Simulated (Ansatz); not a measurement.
## What a change does: geometry relaxation on Ta

System: Ta (P6₃/mmc, 2 atoms in the cell).
Method of the first run: Kohn-Sham DFT of a periodic cell, PBEsol0, Ansatz PAW, no spin polarisation (Ansatz 0.2.0).

The structure derives from a Materials Project entry. Text and figures count atoms from 1; the logs count them from 0 in places.

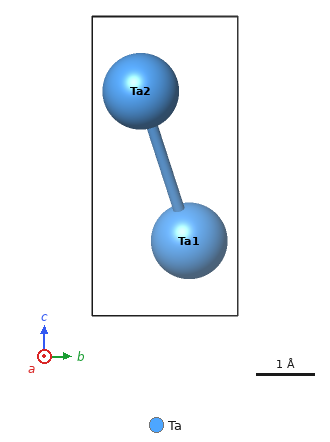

Fig. 1: The starting structure (ball-and-stick view of the cell of the calculation, along the a axis; atoms are numbered from 1 in the order of the input). An atom can appear more than once, as a periodic image. Near neighbours in the periodic cell (some may lie outside the picture): Ta has 12 Ta at 2.90 to 3.08 Å.

## Input file, the first run
```yaml
crystal:
  lattice:
    - [2.9003720726, 0.0, 0.0]
    - [-1.4501860363, 2.5117958953, 0.0]
    - [0.0, 0.0, 5.166274]
  atoms:
    - { symbol: Ta, position: [0.3333333333, 0.6666666667, 0.25] }
    - { symbol: Ta, position: [0.6666666667, 0.3333333333, 0.75] }
hamiltonian:
  xc: { exchange: pbesol, correlation: pbesol, exx: { coeff: 0.25 } }
  pseudopotentials: { kind: paw }
kpoints:
  mp_grid: { grid: [6, 6, 3] }
scf:
  occupations: { method: fermi_dirac, width: 0.05 }
output:
  forces: true
  stress: true
  eigenvalues: true
relax:
  f_tol: 0.01
  max_steps: 40
  cell: { stress_tol: 0.05 }
```

Hardware: 1 × NVIDIA H100 80GB HBM3, 2 threads of AMD EPYC (Zen 3), 144 GiB of memory available, shared host.

## Output, shortened to warnings, some set-up lines, iterations and results (the first run)
```
Basis set: ecut = 420 eV, 725 PW (Γ), exchange–correlation on 40×40×72 points (8 copies of the dense FFT grid, shifted against one another)
Symmetry: 24 space group operations
k-points: 14 of 108
Initial density: superposition of atomic densities (neutral atoms: chi_scale 0, normalization atom), corrected by the library's trained network
[...]
SCF iter   1: F=—  HF=-19612.371834 eV  |F-HF|=—  |Δ(HF+E_count)|=         —  Δρ=7.79e-3  dr2=1.24e-2  ethr=1.77e-3  ⟨swp⟩=5.1  Hψ=925  notcnv=0
SCF iter   2: F=—  HF=-19612.370315 eV  |F-HF|=—  |Δ(HF+E_count)|=   1.52e-3  Δρ=4.48e-3  dr2=4.33e-3  ethr=4.79e-5  ⟨swp⟩=2.6  Hψ=449  notcnv=0
SCF iter   3: F=—  HF=-19612.369079 eV  |F-HF|=—  |Δ(HF+E_count)|=   1.24e-3  Δρ=6.43e-4  dr2=1.56e-4  ethr=5.59e-7  ⟨swp⟩=3.3  Hψ=1078  notcnv=0
SCF iter   4: F=—  HF=-19612.369028 eV  |F-HF|=—  |Δ(HF+E_count)|=   5.18e-5  Δρ=1.76e-4  dr2=8.12e-6  ethr=5.59e-7  ⟨swp⟩=3.0  Hψ=580  notcnv=0
SCF iter   5: F=—  HF=-19612.369022 eV  |F-HF|=—  |Δ(HF+E_count)|=   5.37e-6  Δρ=2.96e-5  dr2=2.22e-7  ethr=3.12e-8  ⟨swp⟩=3.0  Hψ=613  notcnv=0
[... 129 lines ...]
SCF 21 converged in 3 iterations: F = -19678.450552 eV  dr2 = 2.20e-12
SCF iter   1: F=—  HF=-19678.450552 eV  |F-HF|=—  |Δ(HF+E_count)|=         —  Δρ=4.68e-8  dr2=7.80e-13  ethr=1.00e-12  ⟨swp⟩=12.4  Hψ=909  notcnv=0
SCF iter   2: F=-19678.450552 eV  HF=-19678.450552 eV  |F-HF|=0.00e0  |Δ(HF+E_count)|=  7.28e-12  Δρ=1.78e-8  dr2=2.50e-13  ethr=1.00e-12  ⟨swp⟩=2.0  Hψ=420  notcnv=0
SCF 22 converged in 2 iterations: F = -19678.450552 eV  dr2 = 2.50e-13
relax step   7: F+E_penalty+E_count = -19678.45055218 eV  Δ(F+E_penalty+E_count) = +1.056e-5 eV  max|allowed force component| = 4.395e-17 eV/Å  Δτ_max = 0.0000 Å  P = +0.000 …
basis re-selected at this cell: Δ(F+E_penalty+E_count) = +1.056e-5 eV, ΔP = -0.000 GPa vs the last step (what re-selecting the basis moved, of the pressure what is left beyond the Pulay correction that the steps carried, after the strain that the cell walked since its last selection, with what the …
hybrid SCF converged: 2 outer / 5 inner (+0 warm-up), last move |dexx| = 6.82e-13 eV, tail = 5.13e-13 eV
Stability not checked: this state was not tested for a lower state beside it, because the functional holds exact exchange (a hybrid, or Hartree-Fock), whose exchange loop this test does not read (fock_operator; see scf.lower_state_search)
Free energy (F): -19678.450552 eV
Frozen-core exchange: fock
Harris-Foulkes:  -19678.450552 eV  (|F-HF|=0.00e0)
Internal energy: -19678.444055 eV  (E = F + TS)
E sigma→0 (E₀):  -19678.447304 eV
Entropy (-TS):   -0.006497 eV (-3.249 meV/atom)
Fermi energy:    18.763606 eV
--- Per-component energies (eV) ---
  E_band       = -268.202541
  E_kinetic    = 729.149143
  E_local      = -1099.056282  (includes V_loc(G=0)·N_el)
  E_nonlocal   = 39.404592
  E_hartree    = 378.756563
  E_xc         = -334.828278
  E_vxc        = -314.382520  (∫ρ·V_xc dr)
  E_exx        = -82.042912  (= α·E_x^exact, valence–valence)
  E_paw        = -16626.281650  (= ΣΔE_a)
  E_vpaw       = -216.745040  (= ΣTr[D̂ρ^β])
  E_aug_tail   = 0.000270  (compensation charges beyond the density's cutoff)
  E_ewald      = -2677.139700
  E_core_change = -6.405802  (= ΣΔE_core)
  E_smearing   = -0.006497  (= −TS)
  E_closure    = -0.000000  (closes the sum)
  Σ components = -19678.450552   (vs F -19678.450552, Δ=0.00e0)
--- Forces (eV/Å), atoms counted from 1 ---
  atom   1  Ta    -0.00000000    -0.00000000     0.00000000
  atom   2  Ta     0.00000000     0.00000000     0.00000000
  max |Σ_I F_I| component: 4.63e-18 eV/Å
--- Stress (GPa, compression-positive) ---
       -0.000409       0.000000       0.000000
       -0.000000      -0.000409       0.000000
        0.000000       0.000000       0.001132
  P = ⅓ Tr σ = 0.0001 GPa (0.001 kbar)
--- Relaxed structure (5 steps of the walk, 4 accepted, 2 SCFs on fresh bases) ---
  F+E_penalty+E_count = -19678.45055218 eV   max|allowed force component| = 4.395e-17 eV/Å   (the final SCF, on the basis selected at the relaxed cell)
  cell:  # Å, volume = 36.0748 Å³
[...]
```

The second run used a changed input.

## The two runs side by side

| quantity | the first run | the second run |
| --- | --- | --- |
| outcome | converged | converged |
| free energy per atom (eV) | −9839.2253 | −9929.9728 |
| energy per atom, smearing taken to zero (eV) | −9839.2237 | −9929.9711 |
| gap on the mesh (eV) | 0.00 | 0.00 |
| pressure (GPa) | 0.00 | 0.00 |
| volume per atom (Å³) | 18.04 | 18.46 |
| largest force (eV/Å) | 0.000 | 0.000 |
| irreducible k-points | 14 | 14 |
| wall time (shared host) | 56 s | 33 s |

What was changed in the input?

The change (lines with − go, lines with + come):
```diff
-  xc: { exchange: pbesol, correlation: pbesol, exx: { coeff: 0.25 } }
+  xc: pbe0
```

The total energies belong to different methods, so their difference says nothing on which is more stable or more accurate. The volume per atom goes from 18.04 to 18.46 Å³. On the same kind of shared host the second run took about 0.59 times as long.

## Output, shortened to warnings, some set-up lines, iterations and results (the second run)
```
Basis set: ecut = 420 eV, 725 PW (Γ), exchange–correlation on 40×40×72 points (8 copies of the dense FFT grid, shifted against one another)
Symmetry: 24 space group operations
k-points: 14 of 108
Initial density: superposition of atomic densities (neutral atoms: chi_scale 0, normalization atom), corrected by the library's trained network
[...]
SCF iter   1: F=—  HF=-19863.935131 eV  |F-HF|=—  |Δ(HF+E_count)|=         —  Δρ=7.22e-3  dr2=1.03e-2  ethr=1.77e-3  ⟨swp⟩=5.1  Hψ=925  notcnv=0
SCF iter   2: F=—  HF=-19863.934758 eV  |F-HF|=—  |Δ(HF+E_count)|=   3.73e-4  Δρ=4.21e-3  dr2=3.70e-3  ethr=3.97e-5  ⟨swp⟩=2.8  Hψ=452  notcnv=0
SCF iter   3: F=—  HF=-19863.934024 eV  |F-HF|=—  |Δ(HF+E_count)|=   7.34e-4  Δρ=6.04e-4  dr2=1.29e-4  ethr=4.51e-7  ⟨swp⟩=3.4  Hψ=1050  notcnv=0
SCF iter   4: F=—  HF=-19863.933991 eV  |F-HF|=—  |Δ(HF+E_count)|=   3.28e-5  Δρ=1.73e-4  dr2=7.67e-6  ethr=4.51e-7  ⟨swp⟩=3.0  Hψ=575  notcnv=0
SCF iter   5: F=—  HF=-19863.933986 eV  |F-HF|=—  |Δ(HF+E_count)|=   4.92e-6  Δρ=2.87e-5  dr2=1.82e-7  ethr=2.95e-8  ⟨swp⟩=3.0  Hψ=608  notcnv=0
[... 110 lines ...]
SCF 17 converged in 6 iterations: F = -19859.945553 eV  dr2 = 5.13e-12
SCF iter   1: F=—  HF=-19859.945553 eV  |F-HF|=—  |Δ(HF+E_count)|=         —  Δρ=2.17e-7  dr2=7.88e-12  ethr=1.70e-12  ⟨swp⟩=11.9  Hψ=991  notcnv=0
SCF iter   2: F=-19859.945553 eV  HF=-19859.945553 eV  |F-HF|=0.00e0  |Δ(HF+E_count)|=    0.00e0  Δρ=4.82e-8  dr2=6.95e-13  ethr=1.00e-12  ⟨swp⟩=2.0  Hψ=420  notcnv=0
SCF 18 converged in 2 iterations: F = -19859.945553 eV  dr2 = 6.95e-13
relax step   5: F+E_penalty+E_count = -19859.94555259 eV  Δ(F+E_penalty+E_count) = +2.414e-4 eV  max|allowed force component| = 4.857e-17 eV/Å  Δτ_max = 0.0000 Å  P = +0.003 …
basis re-selected at this cell: Δ(F+E_penalty+E_count) = +2.414e-4 eV, ΔP = -0.010 GPa vs the last step (what re-selecting the basis moved, of the pressure what is left beyond the Pulay correction that the steps carried, after the strain that the cell walked since its last selection, with what the …
hybrid SCF converged: 2 outer / 8 inner (+0 warm-up), last move |dexx| = 2.76e-12 eV, tail = 1.47e-12 eV
Stability not checked: this state was not tested for a lower state beside it, because the functional holds exact exchange (a hybrid, or Hartree-Fock), whose exchange loop this test does not read (fock_operator; see scf.lower_state_search)
Free energy (F): -19859.945553 eV
Frozen-core exchange: fock
Harris-Foulkes:  -19859.945553 eV  (|F-HF|=0.00e0)
Internal energy: -19859.938772 eV  (E = F + TS)
E sigma→0 (E₀):  -19859.942162 eV
Entropy (-TS):   -0.006781 eV (-3.390 meV/atom)
Fermi energy:    18.361967 eV
--- Per-component energies (eV) ---
  E_band       = -277.931963
  E_kinetic    = 727.443658
  E_local      = -1119.369722  (includes V_loc(G=0)·N_el)
  E_nonlocal   = 33.532648
  E_hartree    = 385.628974
  E_xc         = -336.192121
  E_vxc        = -314.080487  (∫ρ·V_xc dr)
  E_exx        = -81.880958  (= α·E_x^exact, valence–valence)
  E_paw        = -16805.656511  (= ΣΔE_a)
  E_vpaw       = -212.954383  (= ΣTr[D̂ρ^β])
  E_aug_tail   = 0.000304  (compensation charges beyond the density's cutoff)
  E_ewald      = -2656.709987
  E_core_change = -6.735059  (= ΣΔE_core)
  E_smearing   = -0.006781  (= −TS)
  E_closure    = -0.000000  (closes the sum)
  Σ components = -19859.945553   (vs F -19859.945553, Δ=0.00e0)
--- Forces (eV/Å), atoms counted from 1 ---
  atom   1  Ta    -0.00000000     0.00000000     0.00000000
  atom   2  Ta    -0.00000000    -0.00000000     0.00000000
  max |Σ_I F_I| component: 2.78e-17 eV/Å
--- Stress (GPa, compression-positive) ---
        0.005705       0.000000       0.000000
        0.000000       0.005705       0.000000
        0.000000       0.000000      -0.003478
  P = ⅓ Tr σ = 0.0026 GPa (0.026 kbar)
--- Relaxed structure (4 steps of the walk, 3 accepted, 1 SCFs on fresh bases) ---
  F+E_penalty+E_count = -19859.94555259 eV   max|allowed force component| = 4.857e-17 eV/Å   (the final SCF, on the basis selected at the relaxed cell)
  cell:  # Å, volume = 36.9156 Å³
[...]
```

For both runs: Spin–orbit coupling is left out, which matters for Ta.
